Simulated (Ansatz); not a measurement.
System: SiO$_{2}$.

```
Si O
1.0
     4.98200    0.00000    0.00000
     0.00000    4.98200    0.00000
     0.00000    0.00000    6.96300
Si O
4 8
Direct
  0.30105 0.30105 0.00000
  0.19895 0.80105 0.25000
  0.69895 0.69895 0.50000
  0.80105 0.19895 0.75000
  0.23873 0.10682 0.17995
  0.39318 0.73873 0.42995
  0.76127 0.89318 0.67995
  0.60682 0.26127 0.92995
  0.73873 0.39318 0.57005
  0.89318 0.76127 0.32005
  0.26127 0.60682 0.07005
  0.10682 0.23873 0.82005
```

Space group P4₁2₁2.

Theory: Ansatz 0.2.0, DFT, r2SCAN, plane-wave PAW, default files, scalar-relativistic.

### Predict the valence pseudo-density and electron localisation function between the atoms.

Si–O (1.61 Å): the density is about 1.3 e/Å³ at the midpoint; the ELF peaks at about 0.85 between the atoms: a shared but strongly polarised pair.

### Does the calculation make it a metal, or give it a gap?

It is gapped, with a Kohn–Sham gap of 6.3 eV on the k-point mesh, an upper bound to the gap of this method.

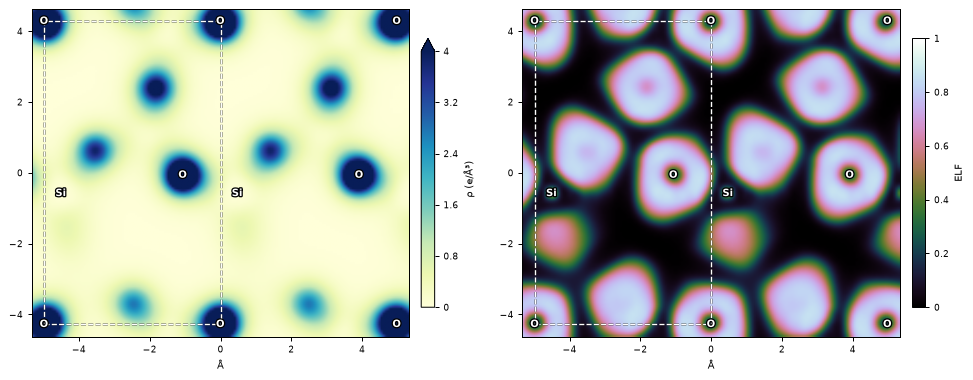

Computed valence pseudo-density and electron localisation function on the (011) plane of the conventional cell, in this order. Atoms just off the plane (Si, 0.4 Å away and O, 0.4 Å away) can leave unmarked features too.

In a PAW calculation such maps are meaningful between the atoms, not at the nuclei.
